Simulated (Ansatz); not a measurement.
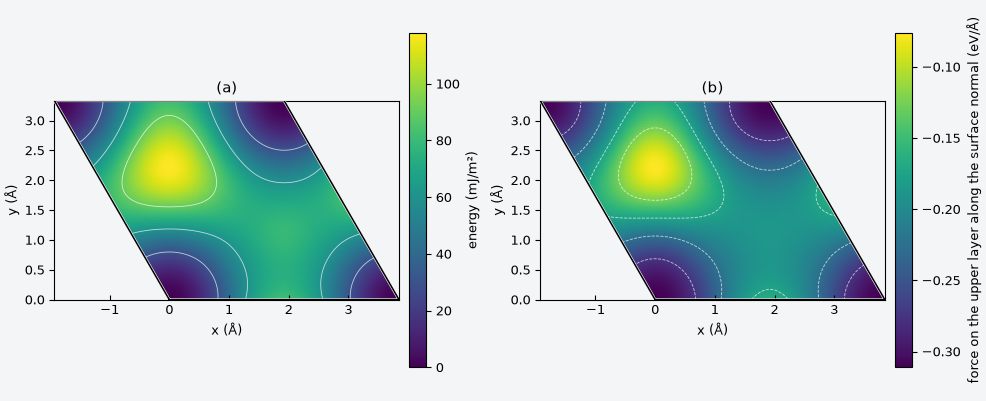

A bilayer of two Si sheets of the honeycomb type (4 atoms in the cell). 
- The upper layer of a bilayer is slid over the lower one; relaxed at each slide: nothing; the origin of the map has Si4 above Si1; the distance between the facing planes is held at 3.85 Å.
- Places are given modulo a cell vector. The map is drawn in real space over the plane of the slide.
- Grid: 6 × 6 points; 10 points were computed and 26 follow by symmetry.
- Energies are in mJ/m², from the lowest grid point.
- At a held distance the lowest stacking need not be the one that binds best once the distance relaxes.
- Method: DFT PBE+D3(BJ), scalar-relativistic, plane waves, PAW in Ansatz. Settings: cutoff 420 eV, k-mesh 9×9×1, gaussian smearing 0.1 eV, no spin polarisation.

Panel (a) is the energy; panel (b) is the computed force on the upper layer along the surface normal, in eV/Å.

Drawn: a smooth colour map with a few white contour lines, the outline of one cell of the plane. Between grid points the surface is interpolated.

How does the force on the upper layer along the surface normal vary over the map, and what is it at the lowest grid point?

It runs from −0.31 eV/Å at (0/6, 0/6) of the cell vectors to −0.08 eV/Å at (2/6, 4/6) of the cell vectors. At the lowest grid point, (0/6, 0/6) of the cell vectors, it is −0.31 eV/Å.

PAW datasets: the set soft_1.
